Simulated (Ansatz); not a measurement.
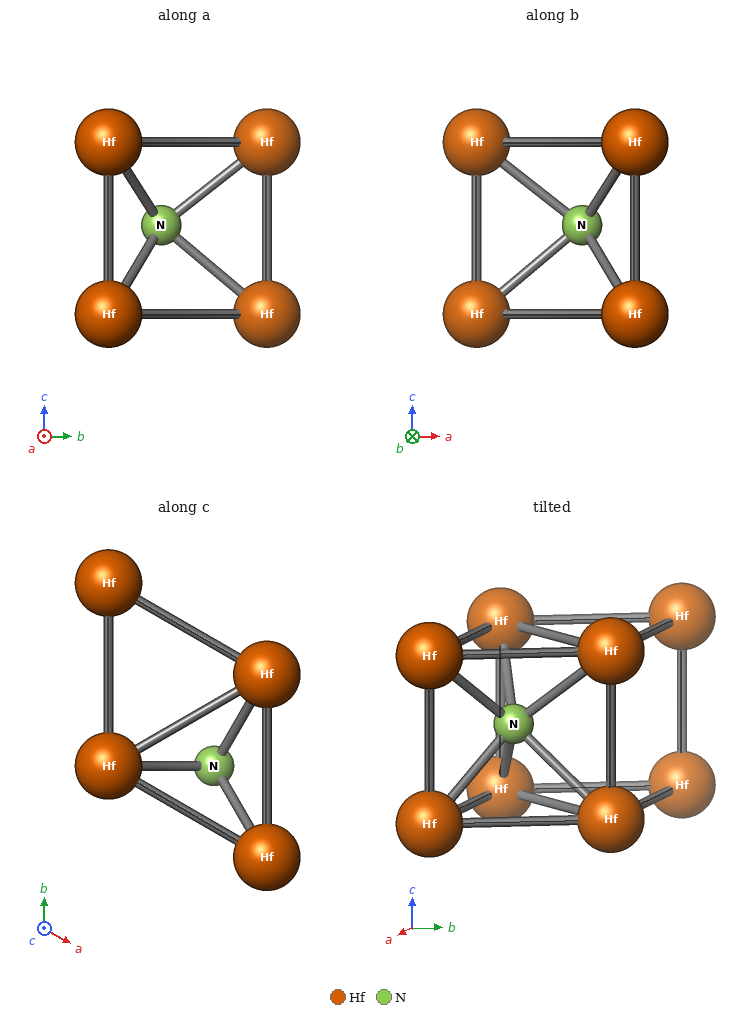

Figure: ball-and-stick view along the a axis, along the b axis, along the c axis and slightly off an axis. Thin lines show the conventional unit cell, with boundary atoms drawn in all their periodic places.

Lattice parameters: a = 3.099 Å, b = 3.099 Å, c = 2.913 Å, α = 90.00°, β = 90.00°, γ = 120.00°.

Question: Express the structure as a table of Wyckoff sites, with free fractional coordinates to two decimals.

Answer: Space group P3m1 (No. 156).
```
atom  site       x       y     z
  Hf    1a    0.00    0.00  0.00
   N    1c  0.6667  0.3333  0.52
```

Its origin is a structure type filled with these elements by a generator (whether the compound takes this form wasn't checked). The cell was then strained or its atoms displaced on purpose. A calculation with Ansatz used it as input.
